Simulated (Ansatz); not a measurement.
Ge: single-point calculation (part 2 of 2)

Continued. System: Ge (48 atoms in the cell). Method: DFT PBE, scalar-relativistic, plane waves, PAW, no spin polarisation (Ansatz 0.2.0); cutoff 420 eV, 2×2×2 k-mesh, Gaussian smearing of 0.05 eV. The structure derives from a Materials Project entry.

**Output, continued**
```
  k-point 0: bands = ["-16.3908", "-16.3908", "-16.3818", "-16.3818", "-16.3782", "-16.3782", "-16.3769", "-16.3750", "-16.3746", "-16.3746", ... 179 levels left out ..., "-16.0942", "-16.0926", "-16.0915", "-16.0739", "-16.0735", "-16.0578", "-16.0578", "-16.0560", "-16.0558", "-16.0558", "-16.0503", "-16.0503", "-16.0503", "-16.0503", "-16.0503", "-16.0503", "-16.0503", "-16.0503", "-16.0461", "-16.0461", "-16.0461", "-16.0461", "-16.0447", "-16.0434", "-16.0406", "-16.0406", "-16.0406", "-16.0406", "-16.0403",
      "-16.0403", "-16.0403", "-16.0403", "-16.0403", "-16.0403", "-16.0403", "-16.0403", "-16.0348", "-16.0321", "-16.0321", "-16.0287", "-16.0261", "-16.0261", "-16.0259", "-16.0259", "-16.0249", "-16.0249", "-16.0225", "-16.0218", "-16.0218", "-16.0128", "-16.0128", "-4.2593", "-3.3819", "-3.3819", "-2.6646", "-2.6646", "-2.6646", "-2.6646", "-2.6646", "-2.6646", "-2.6646", "-2.6646", "-2.2842", "-2.2219", "-1.6525", "-1.6525", "-1.6525", "-1.6525", "-1.3645",
      "-1.3645", "-1.3635", "-1.3635", "-1.3037", "-1.3037", "-0.6373", "-0.1160", "0.6346", "0.6346", "0.6497", "0.6497", "0.6497", "0.6497", "0.9117", "0.9249", "0.9249", "0.9266", "0.9266", "1.7693", "2.4081", "2.4081", "2.4081", "2.4081", "2.4081", "2.4081", "2.4081", "2.4081", "3.5435", "3.5435", "3.9451", "4.0124", "4.0124", "4.1273", "4.1273", "5.0564", "5.0564", "5.0570", "5.0570", "5.2272", "5.2272",
      "5.3185", "5.3185", "5.4504", "5.7124", "5.8066", "5.8066", "5.8066", "5.8066", "5.8066", "5.8066", "5.8066", "5.8066", "5.9461", "5.9461", "5.9461", "5.9461", "5.9461", "5.9461", "5.9461", "5.9461", "5.9715", "5.9715", "5.9715", "5.9715", "6.1060", "6.1060", "6.1060", "6.1060", "6.9731", "6.9731", "7.0339", "7.0361", "7.0676", "7.0749", "7.0749", "8.3589", "8.4355", "8.5062", "8.6296", "8.6321",
      "9.0513", "9.0513", "9.0513", "9.0513", "9.0554", "10.0028", "10.0028", "10.1641", "10.6340", "10.6340", "10.6340", "10.6340", "10.7413", "10.7413", "10.7779", "10.7783", "10.8028", "10.8028", "10.8028", "10.8028", "10.8028", "10.8028", "10.8028", "10.8028", "10.8989", "10.8989", "11.2647", "11.3040", "11.3040", "11.7389", "11.7389", "11.7389", "11.7389", "11.7389", "11.7389", "11.7389", "11.7389", "11.9473", "11.9473", "12.0858",
      "12.2224", "12.8328", "12.9506", "12.9506", "13.0546", "13.0546", "13.0546", "13.0546", "13.0546", "13.0546", "13.0546"]
  k-point 1: bands = ["-16.3864", "-16.3864", "-16.3847", "-16.3847", "-16.3796", "-16.3796", "-16.3766", "-16.3766", "-16.3751", "-16.3751", ... 179 levels left out ..., "-16.0903", "-16.0814", "-16.0814", "-16.0784", "-16.0784", "-16.0691", "-16.0691", "-16.0488", "-16.0488", "-16.0488", "-16.0488", "-16.0475", "-16.0475", "-16.0475", "-16.0475", "-16.0475", "-16.0475", "-16.0475", "-16.0475", "-16.0474", "-16.0474", "-16.0474", "-16.0474", "-16.0413", "-16.0413", "-16.0398", "-16.0398", "-16.0385", "-16.0385",
      "-16.0385", "-16.0385", "-16.0385", "-16.0385", "-16.0385", "-16.0385", "-16.0377", "-16.0377", "-16.0362", "-16.0362", "-16.0321", "-16.0321", "-16.0318", "-16.0318", "-16.0231", "-16.0231", "-16.0213", "-16.0213", "-16.0193", "-16.0193", "-16.0165", "-16.0165", "-4.0345", "-4.0345", "-2.8749", "-2.8749", "-2.8749", "-2.8749", "-2.3970", "-2.3970", "-2.1016", "-2.1016", "-2.1016", "-2.1016", "-2.1016", "-2.1016", "-2.1016", "-2.1016", "-2.0492", "-2.0492",
      "-1.9883", "-1.9883", "-0.7663", "-0.7663", "-0.3350", "-0.3350", "-0.2440", "-0.2440", "0.1443", "0.1443", "0.9280", "0.9280", "1.3748", "1.3748", "1.3748", "1.3748", "1.3748", "1.3748", "1.3748", "1.3748", "1.6287", "1.6287", "2.2211", "2.2211", "2.7412", "2.7412", "2.7412", "2.7412", "3.9117", "3.9117", "4.0451", "4.0451", "4.2907", "4.2907", "4.7414", "4.7414", "5.3700", "5.3700", "5.5878", "5.5878",
      "5.6522", "5.6522", "5.6522", "5.6522", "5.6522", "5.6522", "5.6522", "5.6522", "5.6871", "5.6871", "5.6871", "5.6871", "5.8396", "5.8396", "5.9883", "5.9883", "5.9926", "5.9926", "6.1181", "6.1181", "6.1181", "6.1181", "6.1181", "6.1181", "6.1181", "6.1181", "6.2273", "6.2273", "6.4970", "6.4970", "6.7227", "6.7227", "6.7227", "6.7227", "7.9740", "7.9740", "8.1326", "8.1326", "9.6423", "9.6423",
      "9.6423", "9.6423", "9.6423", "9.6423", "9.6423", "9.6423", "9.8194", "9.8194", "9.8461", "9.8461", "9.8461", "9.8461", "10.0338", "10.0338", "10.4762", "10.4762", "10.6201", "10.6201", "10.7519", "10.7519", "10.8351", "10.8351", "11.2362", "11.2362", "11.2362", "11.2362", "11.2362", "11.2362", "11.2362", "11.2362", "11.5716", "11.5716", "11.6968", "11.6968", "11.9389", "11.9389", "11.9457", "11.9457", "12.0341", "12.0341",
      "12.0341", "12.0341", "12.3363", "12.3363", "12.4977", "12.4977", "12.9927", "12.9927", "13.4462", "13.4462", "13.5294"]
  k-point 2: bands = ["-16.3838", "-16.3838", "-16.3814", "-16.3814", "-16.3758", "-16.3758", "-16.3756", "-16.3756", "-16.3756", "-16.3756", ... 179 levels left out ..., "-16.0792", "-16.0776", "-16.0776", "-16.0728", "-16.0728", "-16.0662", "-16.0662", "-16.0624", "-16.0624", "-16.0600", "-16.0600", "-16.0503", "-16.0503", "-16.0502", "-16.0502", "-16.0479", "-16.0479", "-16.0479", "-16.0479", "-16.0439", "-16.0439", "-16.0414", "-16.0414", "-16.0403", "-16.0403", "-16.0374", "-16.0374", "-16.0369", "-16.0369",
      "-16.0367", "-16.0367", "-16.0362", "-16.0362", "-16.0319", "-16.0319", "-16.0312", "-16.0312", "-16.0308", "-16.0308", "-16.0299", "-16.0299", "-16.0297", "-16.0297", "-16.0272", "-16.0272", "-16.0271", "-16.0271", "-16.0219", "-16.0219", "-16.0205", "-16.0205", "-3.8480", "-3.8480", "-3.4117", "-3.4117", "-2.6165", "-2.6165", "-2.6161", "-2.6161", "-2.5155", "-2.5155", "-2.2275", "-2.2275", "-2.0804", "-2.0804", "-1.8916", "-1.8916", "-1.3278", "-1.3278",
      "-1.3274", "-1.3274", "-1.0303", "-1.0303", "-0.9604", "-0.9604", "0.1798", "0.1798", "0.3451", "0.3451", "0.5826", "0.5826", "0.5833", "0.5833", "1.2331", "1.2331", "1.5025", "1.5025", "1.7829", "1.7829", "1.7876", "1.7876", "2.2076", "2.2076", "2.2091", "2.2091", "3.8783", "3.8783", "4.2452", "4.2452", "4.2613", "4.2613", "4.4297", "4.4297", "4.4306", "4.4306", "4.5572", "4.5572", "4.9102", "4.9102",
      "5.2224", "5.2224", "5.2687", "5.2687", "5.4352", "5.4352", "5.4360", "5.4360", "5.4550", "5.4550", "5.5973", "5.5973", "5.6008", "5.6008", "6.1722", "6.1722", "6.2472", "6.2472", "6.4534", "6.4534", "6.4545", "6.4545", "6.4747", "6.4747", "6.6757", "6.6757", "6.6939", "6.6939", "6.6943", "6.6943", "7.0655", "7.0655", "7.3489", "7.3489", "7.3870", "7.3870", "7.7769", "7.7769", "9.1464", "9.1464",
      "9.3451", "9.3451", "9.3454", "9.3454", "10.0150", "10.0150", "10.1263", "10.1263", "10.1284", "10.1284", "10.1291", "10.1291", "10.2497", "10.2497", "10.2579", "10.2579", "10.3723", "10.3723", "10.8573", "10.8573", "11.1876", "11.1876", "11.2539", "11.2539", "11.3409", "11.3409", "11.4129", "11.4129", "11.4138", "11.4138", "11.5818", "11.5818", "11.9284", "11.9284", "11.9800", "11.9800", "11.9955", "11.9955", "12.0148", "12.0148",
      "12.3240", "12.3240", "12.3245", "12.3245", "12.4797", "12.4797", "12.5349", "12.5349", "12.5996", "12.5996", "12.8525"]
  k-point 4: bands = ["-16.3813", "-16.3813", "-16.3813", "-16.3813", "-16.3811", "-16.3811", "-16.3811", "-16.3811", "-16.3790", "-16.3790", ... 179 levels left out ..., "-16.0955", "-16.0955", "-16.0955", "-16.0584", "-16.0584", "-16.0584", "-16.0584", "-16.0580", "-16.0580", "-16.0571", "-16.0571", "-16.0555", "-16.0555", "-16.0555", "-16.0555", "-16.0554", "-16.0554", "-16.0508", "-16.0508", "-16.0508", "-16.0508", "-16.0456", "-16.0456", "-16.0456", "-16.0456", "-16.0456", "-16.0456", "-16.0413", "-16.0413",
      "-16.0396", "-16.0396", "-16.0396", "-16.0396", "-16.0353", "-16.0353", "-16.0278", "-16.0278", "-16.0258", "-16.0258", "-16.0258", "-16.0258", "-16.0229", "-16.0229", "-16.0224", "-16.0224", "-16.0224", "-16.0224", "-16.0211", "-16.0211", "-16.0211", "-16.0211", "-3.5303", "-3.5303", "-3.3821", "-3.3821", "-3.3821", "-3.3821", "-2.6644", "-2.6644", "-2.6644", "-2.6644", "-2.2834", "-2.2834", "-1.6533", "-1.6533", "-1.3038", "-1.3038", "-1.3038", "-1.3038",
      "-1.1588", "-1.1588", "-1.1588", "-1.1588", "-0.6385", "-0.6385", "-0.1147", "-0.1147", "0.3573", "0.3573", "0.3573", "0.3573", "0.6348", "0.6348", "0.6348", "0.6348", "0.6511", "0.6511", "1.7670", "1.7670", "2.4075", "2.4075", "2.4075", "2.4075", "3.7110", "3.7110", "3.9439", "3.9439", "4.0136", "4.0136", "4.0136", "4.0136", "4.1284", "4.1284", "4.1284", "4.1284", "4.2400", "4.2400", "4.2400", "4.2400",
      "5.2266", "5.2266", "5.2266", "5.2266", "5.4514", "5.4514", "5.7126", "5.7126", "5.8057", "5.8057", "5.8057", "5.8057", "5.9475", "5.9475", "5.9475", "5.9475", "5.9720", "5.9720", "6.1049", "6.1049", "6.4952", "6.4952", "6.4952", "6.4952", "6.9718", "6.9718", "6.9718", "6.9718", "7.0687", "7.0687", "7.0740", "7.0740", "7.0740", "7.0740", "7.6568", "7.6568", "7.6591", "7.6591", "9.0514", "9.0514",
      "9.0565", "9.0565", "9.2048", "9.2048", "9.7697", "9.7697", "9.7697", "9.7697", "10.1644", "10.1644", "10.6332", "10.6332", "10.7403", "10.7403", "10.7403", "10.7403", "10.8029", "10.8029", "10.8029", "10.8029", "10.8994", "10.8994", "10.8994", "10.8994", "11.3047", "11.3047", "11.3047", "11.3047", "11.7396", "11.7396", "11.7396", "11.7396", "11.8793", "11.8793", "11.8794", "11.8794", "11.9475", "11.9475", "11.9475", "11.9475",
      "12.0849", "12.0849", "12.2234", "12.2234", "12.6477", "12.6477", "12.6477", "12.6477", "12.8339", "12.8339", "12.9498"]
```

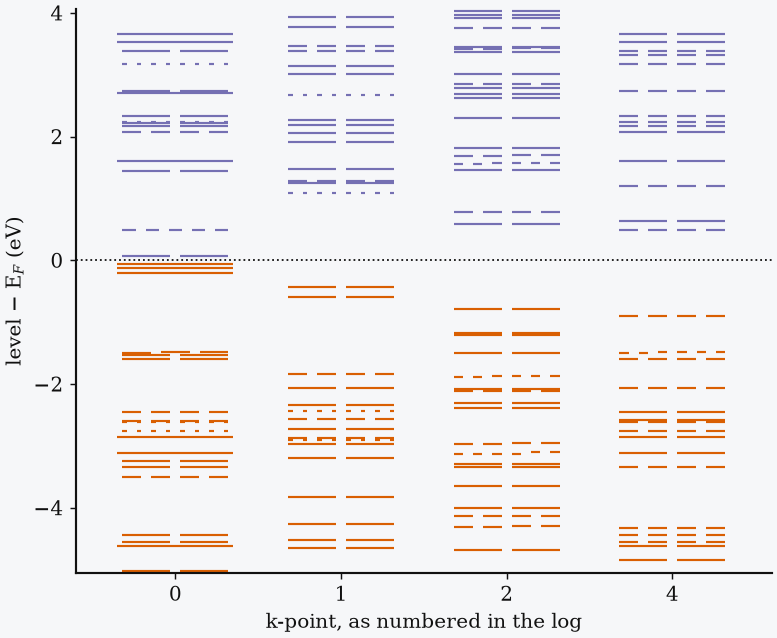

Kohn–Sham levels near the Fermi level (dotted) at the few k-points that the log prints; levels within 0.02 eV of each other stand side by side. Among these points the highest filled and lowest empty levels are 0.12 eV apart, which is the gap on the mesh.

**Results in brief**

```tsv
quantity	value
outcome	converged
space group (tolerance 0.01 Å)	P6₃/mmc (194)
electrons treated	672
free energy	−206157.8302 eV
Fermi energy	8.563 eV
gap on the k-point mesh	0.12 eV
largest force (length of the vector)	0.041 eV/Å
hardware	8 threads of Arm Neoverse V2, 24 GiB of memory available, shared host
wall time	18 s (CPU time 2.3 min)
peak memory	8.9 GiB
```

**Notes**

The program warns: the structure was made exactly symmetric.
